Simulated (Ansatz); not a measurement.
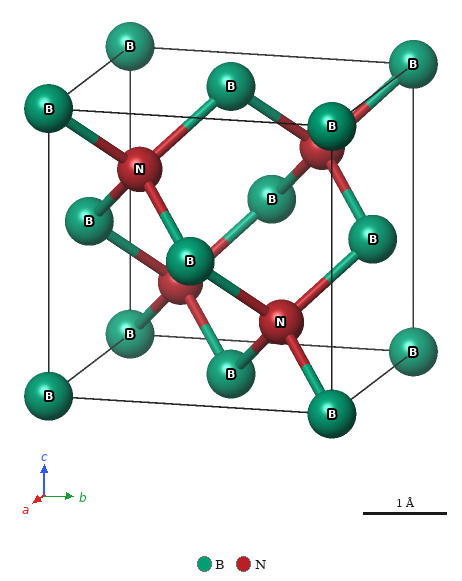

Lattice vibrations of a crystal of BN relaxed at 9 GPa, space group F-43m (No. 216), at the zone centre. Style: ball-and-stick. Shown: the conventional cell (4 times the calculation's cell), slightly off an axis. Lengths and directions refer to the drawn axes.

All numbers below come from DFT LDA, scalar-relativistic, plane waves, PAW (Ansatz). Settings: plane-wave cutoff 420 eV; k-point mesh 12 × 12 × 12; occupations fixed; target pressure 9 GPa; no spin polarisation.

Frequencies are those without the non-analytic (LO–TO) term.

> Give the spectrum at this point.

The calculation's cell holds 2 atoms, so there are 3 optical modes, in 1 level. The optical modes span T₂. No level is unstable.

```json
{"level": "1", "symmetry": "T₂", "frequency (cm⁻¹)": "1097", "activity": "infrared- and Raman-active"}
```

The displacement patterns (one member of each degenerate set):

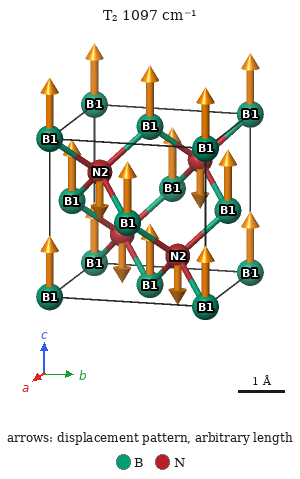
